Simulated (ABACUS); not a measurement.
# Band-structure run of KCl (part 2 of 2)

The same run, continued: KCl (2 atoms in the cell); Kohn-Sham DFT of a periodic cell, RPBE, SG15 ONCV 1.2 PBE, no spin polarisation (ABACUS 3.10.1); cutoff 1006.82 eV, 6×6×6 k-mesh, fermi-dirac of 0.05 eV. The structure derives from an entry of the Crystallography Open Database.

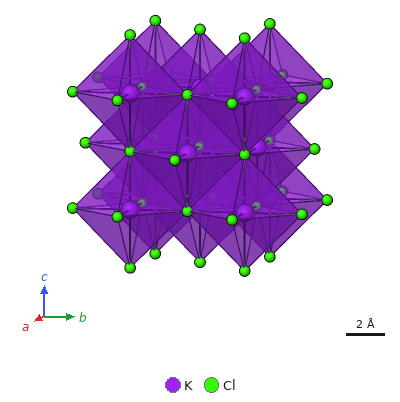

**Figure 1.** The input geometry (polyhedral view of the cell 4 times as large as that of the calculation, set on its symmetry axes, seen slightly off an axis; polyhedra are completed across the faces of the cell).

## Log, continued
```
----------------------------------------------------------
     Energy           Rydberg                 eV
----------------------------------------------------------
 E_KohnSham     -87.3911169088       -1189.0171445444
 E_Harris       -87.4002645380       -1189.1416044239
 E_Fermi        0.2675618562         3.6403658116
----------------------------------------------------------

 PW ALGORITHM --------------- ION=   1  ELEC=   4--------------------------------

 Density error is 2.37453655112e-05
                          Error Threshold = 8.02753209434e-06
----------------------------------------------------------
     Energy           Rydberg                 eV
----------------------------------------------------------
 E_KohnSham     -87.3913232323       -1189.0199517192
 E_Harris       -87.3999116077       -1189.1368025614
 E_Fermi        0.2650008501         3.6055215365
----------------------------------------------------------

 PW ALGORITHM --------------- ION=   1  ELEC=   5--------------------------------

 Density error is 1.43326846866e-06
                          Error Threshold = 1.48408534445e-07
----------------------------------------------------------
     Energy           Rydberg                 eV
----------------------------------------------------------
 E_KohnSham     -87.3913384382       -1189.0201586054
 E_Harris       -87.3912207926       -1189.0185579550
 E_Fermi        0.2647797174         3.6025128711
----------------------------------------------------------

 PW ALGORITHM --------------- ION=   1  ELEC=   6--------------------------------

 Density error is 3.74580956707e-08
                          Error Threshold = 8.95792792914e-09
----------------------------------------------------------
     Energy           Rydberg                 eV
----------------------------------------------------------
 E_KohnSham     -87.3913401721       -1189.0201821973
 E_Harris       -87.3903074299       -1189.0061310184
 E_Fermi        0.2647875261         3.6026191140
----------------------------------------------------------

 PW ALGORITHM --------------- ION=   1  ELEC=   7--------------------------------

 Density error is 6.80960211606e-09
                          Error Threshold = 2.34113097942e-10
----------------------------------------------------------
     Energy           Rydberg                 eV
----------------------------------------------------------
 E_KohnSham     -87.3913402379       -1189.0201830925
 E_KS(sigma->0) -87.3913402379       -1189.0201830925
 E_Harris       -87.3916406430       -1189.0242703131
 E_band         -9.5710373268        -130.2206434154
 E_one_elec     -31.4652190692       -428.1062681587
 E_Hartree      20.4516788673        278.2593662613
 E_xc           -14.7109199908       -200.1523346975
 E_Ewald        -61.6668800452       -839.0209464975
 E_entropy(-TS) 0.0000000000         0.0000000000
 E_descf        0.0000000000         0.0000000000
 E_exx          0.0000000000         0.0000000000
 E_Fermi        0.2648565282         3.6035579356
----------------------------------------------------------

 charge density convergence is achieved
 final etot is -1189.0201831 eV
 EFERMI = 3.6035579356 eV

 STATE ENERGY(eV) AND OCCUPATIONS    NSPIN == 1
 1/4 kpoint (Cartesian) = 0.0000 0.0000 0.0000 (4573 pws)
       1       -26.3238     0.00925926
       2       -11.1016     0.00925926
       3       -9.77661     0.00925926
       4       -9.77661     0.00925926
       5       -9.77661     0.00925926
       6       0.966567     0.00925926
       7       0.966567     0.00925926
       8       0.966567     0.00925926
       9        6.52445    3.94493e-28
      10        9.57497    1.25762e-54
      11        9.57497    1.25762e-54
      12        9.57497    1.25762e-54
      13        10.3882    1.08644e-61
      14        10.3882    1.08644e-61
      15        14.4113        0.00000
      16        17.1524        0.00000
      17        17.1524        0.00000
      18        17.1524        0.00000

 2/4 kpoint (Cartesian) = 0.026485 0.026485 0.026485 (4510 pws)
       1       -26.3213      0.0740741
       2       -11.1579      0.0740741
       3       -9.77872      0.0740741
       4       -9.77872      0.0740741
       5       -9.70673      0.0740741
       6       0.675470      0.0740741
       7       0.884791      0.0740741
       8       0.884791      0.0740741
       9        7.14133    1.38335e-32
      10        9.43293    1.72340e-52
      11        9.90913    1.25925e-56
      12        9.90913    1.25925e-56
      13        10.7495    6.32183e-64
      14        10.7495    6.32183e-64
      15        15.0955        0.00000
      16        16.2016        0.00000
      17        16.3414        0.00000
      18        16.3414        0.00000

 3/4 kpoint (Cartesian) = 0.052969 0.052969 0.052969 (4546 pws)
       1       -26.3163      0.0740741
       2       -11.2571      0.0740741
       3       -9.78289      0.0740741
       4       -9.78289      0.0740741
       5       -9.57979      0.0740741
       6       0.186926      0.0740741
       7       0.729457      0.0740741
       8       0.729457      0.0740741
       9        8.36332    3.36404e-43
      10        9.51140    3.58736e-53
      11        10.8080    1.96346e-64
      12        10.8080    1.96346e-64
      13        11.6678    6.67920e-72
      14        11.6678    6.67920e-72
      15        13.9181        0.00000
      16        14.5007        0.00000
      17        14.5007        0.00000
      18        16.7845        0.00000

 4/4 kpoint (Cartesian) = 0.079454 0.079454 0.079454 (4512 pws)
       1       -26.3138      0.0370370
       2       -11.3017      0.0370370
       3       -9.78497      0.0370370
       4       -9.78497      0.0370370
       5       -9.52102      0.0370370
       6     -0.0261849      0.0370370
       7       0.655469      0.0370370
       8       0.655469      0.0370370
       9        8.91676    2.62248e-48
      10        9.83385    2.83780e-56
      11        11.5963    1.39563e-71
      12        11.5963    1.39563e-71
      13        12.6666    7.04285e-81
      14        12.6666    7.04285e-81
      15        12.9544    2.23140e-83
      16        12.9544    2.23140e-83
      17        13.2757    3.61131e-86
      18        16.1151        0.00000

------------------------------------------------------------------------------------------
 TOTAL-FORCE (eV/Angstrom)
------------------------------------------------------------------------------------------
                        K1         0.0000000000         0.0000000000         0.0000000000
                       Cl1         0.0000000000         0.0000000000         0.0000000000
------------------------------------------------------------------------------------------

----------------------------------------------------------------
 TOTAL-STRESS (KBAR)
----------------------------------------------------------------
        22.8757159631        -0.0000000000         0.0000000000
         0.0000000000        22.8757159631        -0.0000000000
         0.0000000000        -0.0000000000        22.8757159631
----------------------------------------------------------------
 TOTAL-PRESSURE: 22.875716 KBAR

 --------------------------------------------
 !FINAL_ETOT_IS -1189.0201830924702335 eV
 --------------------------------------------
```

## Standard output
```
ABACUS v3.10.1

               Atomic-orbital Based Ab-initio Computation at UStc

 dft_functional readin is: GGA_X_RPBE+GGA_C_PBE
 dft_functional in pseudopot file is: PBE
 Please make sure this is what you need
 dft_functional readin is: GGA_X_RPBE+GGA_C_PBE
 dft_functional in pseudopot file is: PBE
 Please make sure this is what you need

%%%%%%%%%%%%%%%%%%%%%%%%%%%%%%%%%%%%%%%%%%%%%%%%%%%%%%%%%%%%%%%%%%%%%%%%%%%%%%%%%%%%%%%%%%%%%%%%%%%%%%%%%
 Warning: the number of valence electrons in pseudopotential > 1 for K: [Ar] 4s1
 Pseudopotentials with additional electrons can yield (more) accurate outcomes, but may be less efficient.
 If you're confident that your chosen pseudopotential is appropriate, you can safely ignore this warning.
%%%%%%%%%%%%%%%%%%%%%%%%%%%%%%%%%%%%%%%%%%%%%%%%%%%%%%%%%%%%%%%%%%%%%%%%%%%%%%%%%%%%%%%%%%%%%%%%%%%%%%%%%

 UNIFORM GRID DIM        : 48 * 48 * 48
 UNIFORM GRID DIM(BIG)   : 48 * 48 * 48
func,idGGA_X_RPBE 117
func,idGGA_C_PBE 130
 ---------------------------------------------------------
 Self-consistent calculations for electrons
 ---------------------------------------------------------
 SPIN    KPOINTS         PROCESSORS  THREADS
 1       16              4           4
 ---------------------------------------------------------
 Use plane wave basis
 ---------------------------------------------------------
 ELEMENT NATOM       XC
 K       1
 Cl      1
 ---------------------------------------------------------
 Initial plane wave basis and FFT box
 ---------------------------------------------------------
 -------------------------------------------
 SELF-CONSISTENT :
 -------------------------------------------
 START CHARGE      : atomic
 ITER       ETOT/eV          EDIFF/eV         DRHO     TIME/s
 DA1     -1.18832354e+03   0.00000000e+00   1.7756e-01   1.29
 DA2     -1.18899380e+03  -6.70251880e-01   1.1992e-02   0.73
 DA3     -1.18901714e+03  -2.33490039e-02   1.2844e-03   0.56
 DA4     -1.18901995e+03  -2.80717480e-03   2.3745e-05   0.67
 DA5     -1.18902016e+03  -2.06886195e-04   1.4333e-06   0.79
 DA6     -1.18902018e+03  -2.35918245e-05   3.7458e-08   0.84
 DA7     -1.18902018e+03  -8.95220055e-07   6.8096e-09   0.82
----------------------------------------------------------------
 TOTAL-STRESS (KBAR)
----------------------------------------------------------------
        22.8757159631        -0.0000000000         0.0000000000
         0.0000000000        22.8757159631        -0.0000000000
         0.0000000000        -0.0000000000        22.8757159631
----------------------------------------------------------------
 TOTAL-PRESSURE: 22.875716 KBAR
```

The run was set up as follows.

## The input
```
INPUT_PARAMETERS
suffix              KCl
calculation         scf
basis_type          pw
pseudo_dir          ./
symmetry            1
dft_functional      GGA_X_RPBE+GGA_C_PBE
ecutwfc             74
pseudo_rcut         10
nspin               1
nbands              18
ks_solver           dav
smearing_method     fd
smearing_sigma      0.00367493
scf_thr             1e-08
scf_nmax            100
mixing_type         broyden
mixing_beta         0.7
cal_force           1
cal_stress          1
out_chg             1
kpar                4
```

## File STRU
```
ATOMIC_SPECIES
K 39.0983 K_ONCV_PBE-1.2.upf
Cl 35.4500 Cl_ONCV_PBE-1.2.upf

LATTICE_CONSTANT
1.8897261246

LATTICE_VECTORS
0.0000000000 3.1464700000 3.1464700000
3.1464700000 0.0000000000 3.1464700000
3.1464700000 3.1464700000 0.0000000000

ATOMIC_POSITIONS
Direct

K
0.0
1
0.0000000000 0.0000000000 0.0000000000 1 1 1

Cl
0.0
1
0.5000000000 0.5000000000 0.5000000000 1 1 1
```

## File KPT
```
K_POINTS
0
Gamma
6 6 6 0 0 0
```

Run as:
```bash
OMP_NUM_THREADS=1 mpirun -np 4 abacus > log
```

## Key numbers

| quantity | value |
| --- | --- |
| outcome | converged |
| space group (tolerance 0.01 Å) | Fm-3m (225) |
| electrons treated | 16 |
| free energy | −1189.0202 eV |
| Fermi energy of the self-consistent step | 3.604 eV |
| gap on the k-point mesh | 5.56 eV |
| pressure | 2.29 GPa |
| largest force (length of the vector) | under 0.001 eV/Å |
| hardware | 4 threads of Intel Xeon (Sapphire Rapids), 16 GiB of memory available, shared host |
| wall time | 6.5 s (CPU time 25 s) |
| peak memory | 0.4 GiB |
